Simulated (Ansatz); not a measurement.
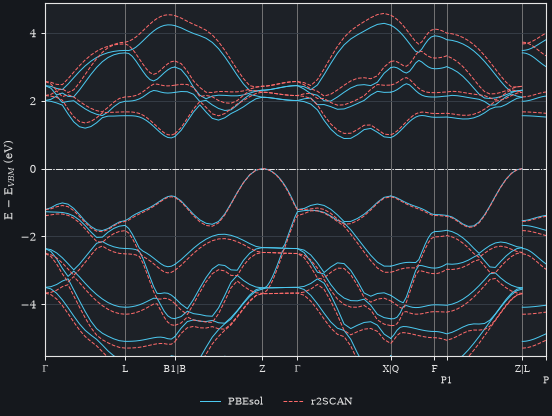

Band structures of MoS₂, space group R3m (No. 160), 3 atoms in the primitive cell (a = 3.160 Å, c = 18.450 Å (hexagonal axes)), by two methods on the same cell. Each is counted from its own valence-band top.

> How do the methods compare?

PBEsol gives a gap of 0.89 eV along the path and r2SCAN gives a gap of 0.99 eV along the path. Over the top 3 filled bands the two differ by 0.11 eV on average.

Settings. PBEsol: Ansatz PAW, no spin polarisation, no spin-orbit coupling, 10×10×10 k mesh, 420 eV cutoff, Fermi-Dirac smearing of 0.05 eV (Ansatz 0.2.0). r2SCAN: Ansatz PAW, no spin polarisation, no spin-orbit coupling, 10×10×10 k mesh, 500 eV cutoff, Fermi-Dirac smearing of 0.05 eV (Ansatz).

In reduced coordinates of the cell that was run, L is (0.5, 0, 0), B1 is (0.5, 0.181, −0.181), B is (0.819, 0.5, 0.181), Z is (0.5, 0.5, 0.5), X is (0.341, 0, −0.341), Q is (0.659, 0.341, 0), F is (0.5, 0.5, 0), P1 is (0.659, 0.659, 0.181) and P is (0.819, 0.341, 0.341). The cell is at 4 GPa in r2SCAN and 0 GPa in PBEsol. Spin-orbit coupling is left out, which matters for Mo. The PAW data sets were made with another functional. LDA, GGA and most meta-GGA functionals understate gaps.
